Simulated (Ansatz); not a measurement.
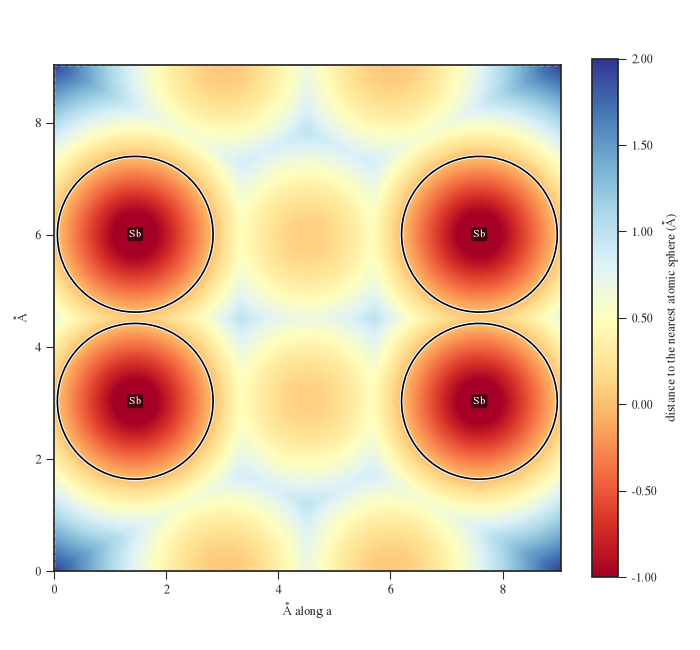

Map of the distance to the nearest atomic sphere in CoSb$_{3}$ in space group Im-3, computed on the section y = 0.000 (parallel to a and c; the dashed line is one cell). The black line marks the spheres' surfaces; positive values are empty space; unlabelled circles belong to atoms above or below the section.

Atoms are hard spheres with covalent radii (Cordero): Co 1.26 Å, Sb 1.39 Å.

Origin of the cell: a calculation's input that goes back to an entry of the Crystallography Open Database (an earlier step may have relaxed or displaced it).

Space group Im-3 (No. 204). a = 9.035 Å, b = 9.035 Å, c = 9.035 Å, α = 90.00°, β = 90.00°, γ = 90.00°
| atom | site | symmetry | x | y | z |
| --- | --- | --- | --- | --- | --- |
| Co | 8c | .-3. | 0.2500 | 0.2500 | 0.2500 |
| Sb | 24g | m.. | 0.5000 | 0.8351 | 0.6602 |

Q: Where is the largest hole in this section, and how large is it?

A: At 0.000, 0.000, 0.000 (fractional), where the distance reaches 1.97 Å; it is enclosed by 12 Sb. It is the largest hole of the crystal.

Q: How much of the crystal lies outside the spheres?

A: About 55 % of the cell's volume, and 71 % of this section's area.

Q: What can pass through?

A: The largest sphere that fits anywhere has a diameter of 3.93 Å; the largest that can travel through the crystal, about 1.2 Å.
